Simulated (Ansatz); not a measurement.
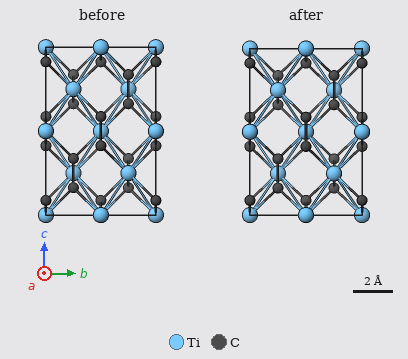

The structure of crystalline TiC2 (a generated structure, set up in Fddd) before (left) and after (right) a relaxation, at one scale.

Style: ball-and-stick. Shown: the conventional cell (4 times the calculation's cell), along the a axis. Lengths and directions refer to the drawn axes.

Case: Si → C on all its sites, cell and atoms relaxed.

The calculation used DFT PBEsol, scalar-relativistic, plane waves, PAW in Ansatz 0.2.0.

The input:
```yaml
crystal:
  lattice:
    - [0.0, 4.3254857817, 2.8347138526]
    - [2.0477511765, 0.0, 2.8347138526]
    - [2.0477511765, 4.3254857817, 0.0]
  atoms:
    - { symbol: Ti, position: [0.75, 0.75, 0.75] }
    - { symbol: Ti, position: [0.5, 0.5, 0.5] }
    - { symbol: C, position: [0.162910996, 0.337089004, 0.162910996] }
    - { symbol: C, position: [0.337089004, 0.162910996, 0.337089004] }
    - { symbol: C, position: [0.087089004, 0.912910996, 0.087089004] }
    - { symbol: C, position: [0.912910996, 0.087089004, 0.912910996] }
basis:
  ecutwfc: 420
kpoints:
  mp_grid: { grid: [12, 12, 12] }
hamiltonian:
  xc: pbesol
scf:
  occupations: { method: gaussian, width: 0.1 }
output:
  forces: true
  stress: true
  eigenvalues: true
relax:
  adjacent_minimum: "off"
  f_tol: 0.01
  max_steps: 60
  cell: { stress_tol: 0.1 }
```

Command:
```bash
ansatz run input.yaml --threads 1 --pin off --max-ram 2560MiB --backend cpu --events-out ev --progress --plain --runs-dir out
```

Describe what moved and what it gained.

Answer. The energy falls by 1.2 meV per atom in 4 accepted moves (5 points after the start). Largest force component: 0.066 eV/Å at the start, 0.00036 eV/Å at the end. Pressure: 0.21 GPa at the start and 0.00 GPa at the end. At 1 point the geometry stayed and the basis and grid were re-selected for the new cell (energy shift of 0.2 meV per atom at most each time). The largest moves relative to the cell, 0.007 Å, are those of C3, C4, C5 and C6. C5 goes along +c. Ti stays in place. The volume changes by +0.8 %, with a 4.096 → 4.081 Å (−0.3 %), b 5.669 → 5.781 Å (+2.0 %), c 8.651 → 8.583 Å (−0.8 %). Some distances before and after: Ti1–C3 2.182 → 2.176 Å, Ti1–C5 2.246 → 2.250 Å. The space group stays Fddd (No. 70). Cost: 5.2 min on 1 thread of Intel(R) Xeon(R) Processor @ 2.50GHz (Skylake/Cascade Lake), with other jobs on the host, peak memory 0.6 GiB.
